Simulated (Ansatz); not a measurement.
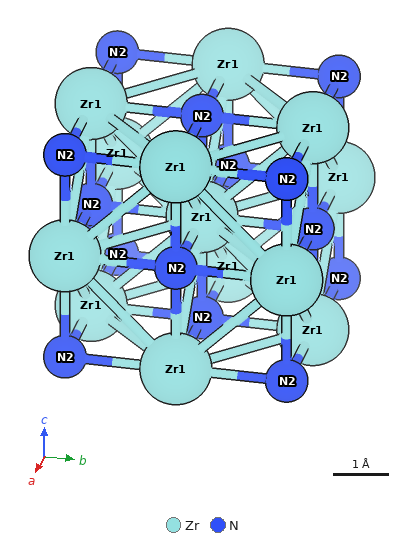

**Figure 1.** The structure as given in the input (ball-and-stick view of the cell 4 times as large as that of the calculation, set on its symmetry axes, seen at an oblique angle; atoms are numbered from 1 in the order of the input). Near neighbours in the crystal (not all of them lie inside the picture): Zr has 6 N at 2.09 Å and 12 Zr at 2.96 Å; N has 6 Zr at 2.09 Å.

## ZrN: a changed input and its effect

System: ZrN (2 atoms in the cell).
Method of the first run: Kohn-Sham DFT of a periodic cell, PBE with D3(BJ), spin-orbit coupling, all-electron LAPW, scalar-relativistic, no spin polarisation (Ansatz 0.2.0).

The structure derives from an entry of the Crystallography Open Database. Text and figures count atoms from 1; the logs count them from 0 in places.

## The input, the first run
```yaml
crystal:
  lattice:
    - [0.0, 2.0915445342, 2.0915445342]
    - [2.0915445342, 0.0, 2.0915445342]
    - [2.0915445342, 2.0915445342, 0.0]
  atoms:
    - { symbol: Zr, position: [0.5, 0.5, 0.5] }
    - { symbol: "N", position: [0.0, 0.0, 0.0] }
kpoints:
  mp_grid: { grid: [7, 7, 7] }
scf:
  occupations: { method: tetrahedron }
hamiltonian:
  xc: pbe
  dispersion: d3bj
  pseudopotentials: { kind: all_electron, lapw: { basis_error: 0.001 } }
magnetization:
  noncollinear: true
  spin_orbit: true
output:
  forces: true
  stress: true
  eigenvalues: true
```

Command:
```bash
ansatz run input.yaml --threads 1 --pin off --max-ram 3072MiB --backend cpu --events-out ev --progress --plain --runs-dir out
```

Hardware: 1 thread of Arm Neoverse V2, 24 GiB of memory available, shared host.

## Output, shortened to warnings, some set-up lines, iterations and results (the first run)
```
Warning: output.forces, output.stress, relax.cell or npt_langevin: where a Kohn–Sham band that disperses or a degenerate level is filled in part under the method tetrahedron, the forces or the stress that this run publishes need not agree with its energy (scf.occupations.method in the input reference, under Limitations); prefer a smearing scheme for the forces or the stress
Basis set: ecut = 339.9004726666983 eV, 259 PW (Γ), exchange–correlation at level 2
Symmetry: 48 space group operations + 48 with time reversal
k-points: 20 of 343
Initial density: superposition of atomic densities (chi_scale 0.1, normalization cell, long waves kept (reshape's long-wave potential 0.00 eV rms))
[...]
SCF iter   1: F=—  HF=-99433.910431 eV  |F-HF|=—  |Δ(HF+E_count)|=         —  Δρ=1.52e-1  dr2=4.65e0  dr2_m=0.00e0 (ungated)  ethr=1.26e-2  |M|=0.00e0 ∫|m|=0.00e0 μB  …
SCF iter   2: F=—  HF=-99431.957128 eV  |F-HF|=—  |Δ(HF+E_count)|=    1.95e0  Δρ=7.78e-2  dr2=1.30e0  dr2_m=0.00e0 (ungated)  ethr=1.26e-2  |M|=0.00e0 ∫|m|=0.00e0 μB  …
SCF iter   3: F=—  HF=-99431.621142 eV  |F-HF|=—  |Δ(HF+E_count)|=   3.36e-1  Δρ=3.40e-2  dr2=2.59e-1  dr2_m=0.00e0 (ungated)  ethr=3.52e-3  |M|=0.00e0 ∫|m|=0.00e0 μB  …
SCF iter   4: F=—  HF=-99431.601970 eV  |F-HF|=—  |Δ(HF+E_count)|=   1.92e-2  Δρ=4.97e-3  dr2=3.92e-3  dr2_m=0.00e0 (ungated)  ethr=1.06e-5  |M|=0.00e0 ∫|m|=0.00e0 μB  …
SCF iter   5: F=—  HF=-99431.602460 eV  |F-HF|=—  |Δ(HF+E_count)|=   4.90e-4  Δρ=1.30e-3  dr2=1.41e-4  dr2_m=0.00e0 (ungated)  ethr=1.06e-5  |M|=0.00e0 ∫|m|=0.00e0 μB  …
SCF iter   6: F=—  HF=-99431.602453 eV  |F-HF|=—  |Δ(HF+E_count)|=   6.99e-6  Δρ=3.46e-4  dr2=1.91e-5  dr2_m=0.00e0 (ungated)  ethr=3.82e-7  |M|=0.00e0 ∫|m|=0.00e0 μB  …
SCF iter   7: F=—  HF=-99431.602455 eV  |F-HF|=—  |Δ(HF+E_count)|=   1.35e-6  Δρ=1.55e-4  dr2=4.94e-6  dr2_m=0.00e0 (ungated)  ethr=5.16e-8  |M|=0.00e0 ∫|m|=0.00e0 μB  …
SCF iter   8: F=—  HF=-99431.602459 eV  |F-HF|=—  |Δ(HF+E_count)|=   4.69e-6  Δρ=4.29e-5  dr2=3.22e-7  dr2_m=0.00e0 (ungated)  ethr=1.34e-8  |M|=0.00e0 ∫|m|=0.00e0 μB  …
SCF iter   9: F=-99431.602458 eV  HF=-99431.602458 eV  |F-HF|=2.32e-8  |Δ(HF+E_count)|=   9.10e-7  Δρ=1.20e-5  dr2=2.25e-8  dr2_m=0.00e0 (ungated)  ethr=8.70e-10  |M|=0.00e0 …
SCF 1 converged in 9 iterations: F = -99431.602458 eV  dr2 = 2.25e-8
SCF converged after 9 iterations
Stability not checked: this state was not tested for a lower state beside it, because cold or Methfessel-Paxton smearing, or corrected tetrahedra, fill the levels in a way that the test cannot read (fill_not_monotonic; see scf.lower_state_search)
Magnetization: |M| = 0.0000 μB,  M = (+0.0000, +0.0000, +0.0000) μB
Absolute magnetization: 0.0000 μB (∫|m|)
  site 0: m = (+0.0000, +0.0000, +0.0000) μB, |m| = 0.0000 μB  (R = 1.13 Å)
  site 1: m = (+0.0000, +0.0000, +0.0000) μB, |m| = 0.0000 μB  (R = 0.96 Å)
Free energy (F): -99431.602458 eV
Harris-Foulkes:  -99431.602458 eV  (|F-HF|=2.32e-8)
Internal energy: -99431.600522 eV  (E = F + TS)
E sigma→0 (E₀):  -99431.602458 eV
Entropy (-TS):   -0.001937 eV (-0.968 meV/atom)
Fermi energy:    25.842930 eV
--- Per-component energies (eV) ---
  E_band       = -4468.022513
  E_kinetic    = 102739.012467
  E_xc         = -3309.464903
  E_electrostatic = -198860.011957  (all electrons and nuclei)
  E_disp       = -1.136129  (pairwise vdW)
  E_smearing   = -0.001937  (= −TS)
  E_closure    = 0.000000  (closes the sum)
  E_atoms      = -99413.163262  (free atoms, spherical and without spin; not in F)
  Σ components = -99431.602458   (vs F -99431.602458, Δ=0.00e0)
  Basis errors (estimates in eV, not in F): energy 3.9e-4 per atom: plane waves 3.6e-4 (2.0e-4 summed), levels above the bands 0.0e0, relativity 4.3e-8, radial functions 3.0e-5, core shells 1.3e-13; eigenvalues (radial functions only) 1.7e-6; not estimated: angular momenta, meshes, grids; target …
--- Forces (eV/Å), atoms counted from 1 ---
  atom   1  Zr    -0.00000000     0.00000000    -0.00000000
  atom   2  N      0.00000000    -0.00000000    -0.00000000
  max |Σ_I F_I| component: 1.14e-24 eV/Å
--- Stress (GPa, compression-positive) ---
      117.741461       0.000000      -0.000000
        0.000000     117.741461       0.000000
       -0.000000       0.000000     117.741461
  P = ⅓ Tr σ = 117.7415 GPa (1177.415 kbar)
```

For the second run the input was changed thus:
```diff
-    - [0.0, 2.0915445342, 2.0915445342]
-    - [2.0915445342, 0.0, 2.0915445342]
-    - [2.0915445342, 2.0915445342, 0.0]
+    - [0.0, 2.1351308635, 2.1351308635]
+    - [2.1351308635, 0.0, 2.1351308635]
+    - [2.1351308635, 2.1351308635, 0.0]
```

How does the second run compare with the first run?

With the same functional and potentials, the second run lies 354.6 meV per atom lower. The pressure goes from 117.74 to 78.64 GPa. The volume per atom goes from 9.15 to 9.73 Å³. The cell is scaled evenly with the atoms at fixed fractional positions, so −ΔP/Δ ln V estimates the bulk modulus midway between the two volumes: about 630 GPa. The number of SCF iterations is the same.

## Output, shortened to warnings, some set-up lines, iterations and results (the second run)
```
Warning: output.forces, output.stress, relax.cell or npt_langevin: where a Kohn–Sham band that disperses or a degenerate level is filled in part under the method tetrahedron, the forces or the stress that this run publishes need not agree with its energy (scf.occupations.method in the input reference, under Limitations); prefer a smearing scheme for the forces or the stress
Basis set: ecut = 326.6075367125476 eV, 259 PW (Γ), exchange–correlation at level 2
Symmetry: 48 space group operations + 48 with time reversal
k-points: 20 of 343
Initial density: superposition of atomic densities (chi_scale 0.1, normalization cell, long waves kept (reshape's long-wave potential 0.00 eV rms))
[...]
SCF iter   1: F=—  HF=-99434.525220 eV  |F-HF|=—  |Δ(HF+E_count)|=         —  Δρ=1.42e-1  dr2=4.54e0  dr2_m=0.00e0 (ungated)  ethr=1.23e-2  |M|=0.00e0 ∫|m|=0.00e0 μB  …
SCF iter   2: F=—  HF=-99432.631611 eV  |F-HF|=—  |Δ(HF+E_count)|=    1.89e0  Δρ=7.18e-2  dr2=1.23e0  dr2_m=0.00e0 (ungated)  ethr=1.23e-2  |M|=0.00e0 ∫|m|=0.00e0 μB  …
SCF iter   3: F=—  HF=-99432.331834 eV  |F-HF|=—  |Δ(HF+E_count)|=   3.00e-1  Δρ=3.29e-2  dr2=2.70e-1  dr2_m=0.00e0 (ungated)  ethr=3.34e-3  |M|=0.00e0 ∫|m|=0.00e0 μB  …
SCF iter   4: F=—  HF=-99432.310942 eV  |F-HF|=—  |Δ(HF+E_count)|=   2.09e-2  Δρ=4.89e-3  dr2=4.01e-3  dr2_m=0.00e0 (ungated)  ethr=1.08e-5  |M|=0.00e0 ∫|m|=0.00e0 μB  …
SCF iter   5: F=—  HF=-99432.311635 eV  |F-HF|=—  |Δ(HF+E_count)|=   6.93e-4  Δρ=1.32e-3  dr2=1.65e-4  dr2_m=0.00e0 (ungated)  ethr=1.08e-5  |M|=0.00e0 ∫|m|=0.00e0 μB  …
SCF iter   6: F=—  HF=-99432.311622 eV  |F-HF|=—  |Δ(HF+E_count)|=   1.31e-5  Δρ=3.56e-4  dr2=2.76e-5  dr2_m=0.00e0 (ungated)  ethr=4.46e-7  |M|=0.00e0 ∫|m|=0.00e0 μB  …
SCF iter   7: F=—  HF=-99432.311626 eV  |F-HF|=—  |Δ(HF+E_count)|=   4.25e-6  Δρ=9.96e-5  dr2=2.16e-6  dr2_m=0.00e0 (ungated)  ethr=7.45e-8  |M|=0.00e0 ∫|m|=0.00e0 μB  …
SCF iter   8: F=—  HF=-99432.311629 eV  |F-HF|=—  |Δ(HF+E_count)|=   2.67e-6  Δρ=4.28e-5  dr2=3.82e-7  dr2_m=0.00e0 (ungated)  ethr=5.84e-9  |M|=0.00e0 ∫|m|=0.00e0 μB  …
SCF iter   9: F=-99432.311627 eV  HF=-99432.311628 eV  |F-HF|=4.37e-8  |Δ(HF+E_count)|=   1.08e-6  Δρ=1.46e-5  dr2=4.10e-8  dr2_m=0.00e0 (ungated)  ethr=1.03e-9  |M|=0.00e0 …
SCF 1 converged in 9 iterations: F = -99432.311627 eV  dr2 = 4.10e-8
SCF converged after 9 iterations
Stability not checked: this state was not tested for a lower state beside it, because cold or Methfessel-Paxton smearing, or corrected tetrahedra, fill the levels in a way that the test cannot read (fill_not_monotonic; see scf.lower_state_search)
Magnetization: |M| = 0.0000 μB,  M = (+0.0000, +0.0000, +0.0000) μB
Absolute magnetization: 0.0000 μB (∫|m|)
  site 0: m = (+0.0000, +0.0000, +0.0000) μB, |m| = 0.0000 μB  (R = 1.16 Å)
  site 1: m = (+0.0000, +0.0000, +0.0000) μB, |m| = 0.0000 μB  (R = 0.98 Å)
Free energy (F): -99432.311627 eV
Harris-Foulkes:  -99432.311628 eV  (|F-HF|=4.37e-8)
Internal energy: -99432.309781 eV  (E = F + TS)
E sigma→0 (E₀):  -99432.311627 eV
Entropy (-TS):   -0.001847 eV (-0.923 meV/atom)
Fermi energy:    24.307962 eV
--- Per-component energies (eV) ---
  E_band       = -4531.833574
  E_kinetic    = 102728.023046
  E_xc         = -3307.351963
  E_electrostatic = -198851.915645  (all electrons and nuclei)
  E_disp       = -1.065220  (pairwise vdW)
  E_smearing   = -0.001847  (= −TS)
  E_closure    = 0.000000  (closes the sum)
  E_atoms      = -99413.163262  (free atoms, spherical and without spin; not in F)
  Σ components = -99432.311627   (vs F -99432.311627, Δ=0.00e0)
  Basis errors (estimates in eV, not in F): energy 3.8e-4 per atom: plane waves 3.5e-4 (1.9e-4 summed), levels above the bands 0.0e0, relativity 2.9e-8, radial functions 3.4e-5, core shells 1.1e-13; eigenvalues (radial functions only) 1.5e-6; not estimated: angular momenta, meshes, grids; target …
--- Forces (eV/Å), atoms counted from 1 ---
  atom   1  Zr     0.00000000     0.00000000     0.00000000
  atom   2  N     -0.00000000     0.00000000     0.00000000
  max |Σ_I F_I| component: 3.31e-24 eV/Å
--- Stress (GPa, compression-positive) ---
       78.639851      -0.000000      -0.000000
       -0.000000      78.639851       0.000000
       -0.000000       0.000000      78.639851
  P = ⅓ Tr σ = 78.6399 GPa (786.399 kbar)
```

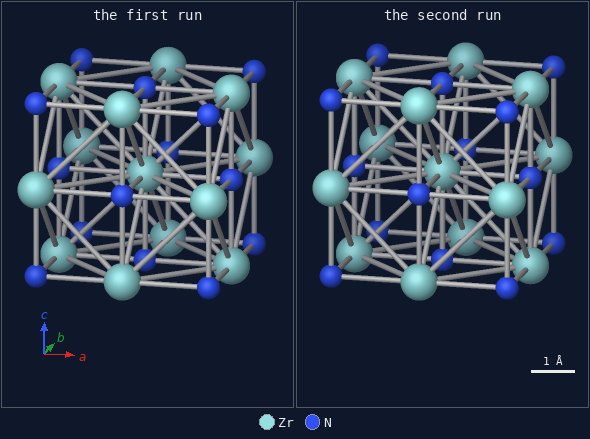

**Figure 2.** The two input geometries at one scale (ball-and-stick view of the cell 4 times as large as that of the calculation, set on its symmetry axes, seen slightly off an axis). The atoms keep their places relative to the cell (all moves are under 0.005 Å). The volume changes by +6.4 %, with a = b = c 4.183 → 4.270 Å (+2.1 %). Among the contacts that change: Zr–Zr 2.958 → 3.020 Å, N–Zr 2.092 → 2.135 Å.

## The two runs side by side

| quantity | the first run | the second run |
| --- | --- | --- |
| outcome | converged | converged |
| free energy per atom (eV) | −49715.8012 | −49716.1558 |
| gap on the mesh (eV) | 0.00 | 0.00 |
| pressure (GPa) | 117.74 | 78.64 |
| volume per atom (Å³) | 9.15 | 9.73 |
| largest force (eV/Å) | 0.000 | 0.000 |
| SCF iterations | 9 | 9 |
| irreducible k-points | 20 | 20 |
| plane waves at Γ | 259 | 259 |
| wall time (shared host) | 33 s | 33 s |

For both runs: Warnings: forces and stress from tetrahedron occupations may miss the slope of the energy. Points of doubt noted for this run: coarse mesh for a metal. The cell holds an odd number of electrons but the run has no spin polarisation, so it comes out as a metal. For the first run: The cell is under a pressure of 118 GPa at this level, so it is not at its equilibrium volume. For the second run: The cell is under a pressure of 79 GPa at this level, so it is not at its equilibrium volume.
